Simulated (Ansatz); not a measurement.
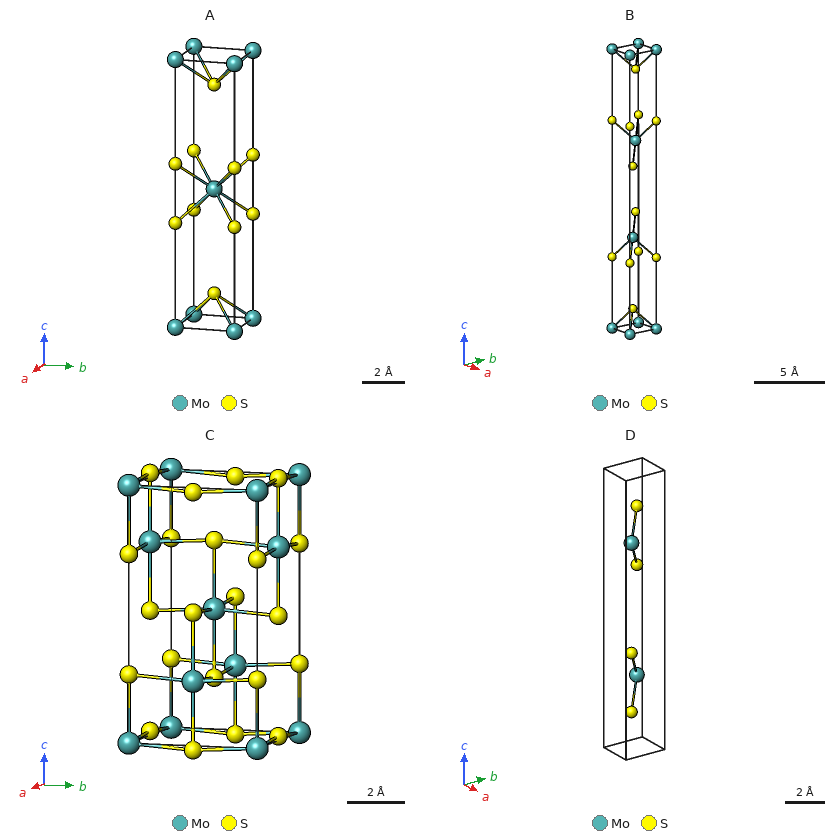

Four structures of MoS2, each relaxed to rest (conventional cells in solid outline, small ones repeated, each panel with its own scale). Method: DFT PBE, scalar-relativistic, plane waves, PAW (Ansatz 0.2.0), without spin polarisation.

> Give the type and space group of each panel.

A: 6 atoms a cell on a body-centred tetragonal lattice, I4/mmm; B: cadmium chloride (CdCl₂) type, R-3m; C: 12 atoms a cell on a body-centred tetragonal lattice, I4_1/amd; D: 2H molybdenite (MoS₂) type, P6_3/mmc.

> Rank them by energy, lowest first.

D, then B (+277 meV/atom), A (+410 meV/atom) and C (+568 meV/atom), energies at zero smearing.

> Collect the results in a table.

| panel | structure | E − E(lowest) (meV/atom) | volume (Å³/atom) | gap (eV) |
| --- | --- | --- | --- | --- |
| D | P6_3/mmc | 0 | 21.7 | 1.66 |
| B | R-3m | 277 | 19.9 | metal |
| A | I4/mmm | 410 | 19.1 | metal |
| C | I4_1/amd | 568 | 17.5 | metal |

Some of these may be structure types tried for this composition rather than known phases, and the most stable form need not be among them. Gaps are taken on the k-mesh or band path of each run.
